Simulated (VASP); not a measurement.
Si2Ni (space group Fm-3m, No. 225): the geometry relaxed with VASP Kohn-Sham DFT of a periodic cell, LDA, VASP PAW LDA potentials, recommended (VASP).

```cif
data_structure
_symmetry_space_group_name_H-M 'Fm-3m'
_symmetry_Int_Tables_number 225
_cell_length_a 5.3486
_cell_length_b 5.3486
_cell_length_c 5.3486
_cell_angle_alpha 90.000
_cell_angle_beta 90.000
_cell_angle_gamma 90.000
_cell_volume 153.01
loop_
_atom_site_label
_atom_site_type_symbol
_atom_site_symmetry_multiplicity
_atom_site_Wyckoff_symbol
_atom_site_fract_x
_atom_site_fract_y
_atom_site_fract_z
_atom_site_occupancy
Ni1 Ni 4 a 0.00000 0.00000 0.00000 1
Si1 Si 8 c 0.25000 0.25000 0.75000 1
```

Describe the stacking along [111], with columns A (0, 0), B (1/3, 2/3), C (2/3, 1/3) of the hexagonal mesh spanned by (a − b)/2 and (b − c)/2.

Ni(A) – Si(B) – Si(A) – Ni(B) – Si(C) – Si(B) – Ni(C) – Si(A) – Si(C) (nine layers in 9.26 Å).

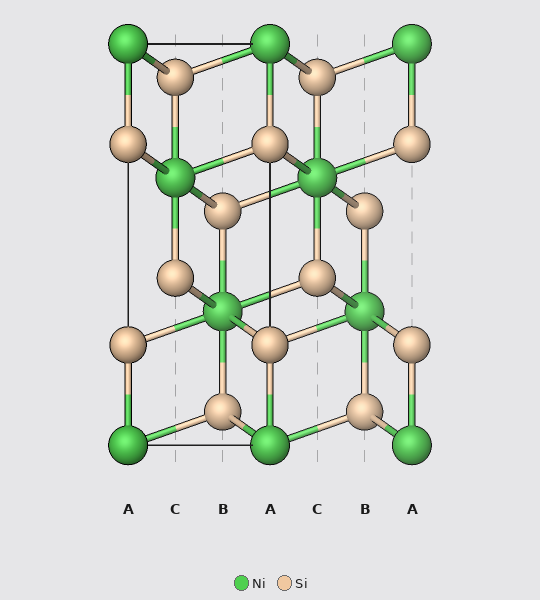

The picture looks along a close-packed row of the hexagonal mesh; [111] points upwards. The dashed lines mark the three columns A (0, 0), B (1/3, 2/3) and C (2/3, 1/3). The box is the hexagonal cell of the face-centred cubic lattice. The sequence starts with the first layer at or above the cell's origin.
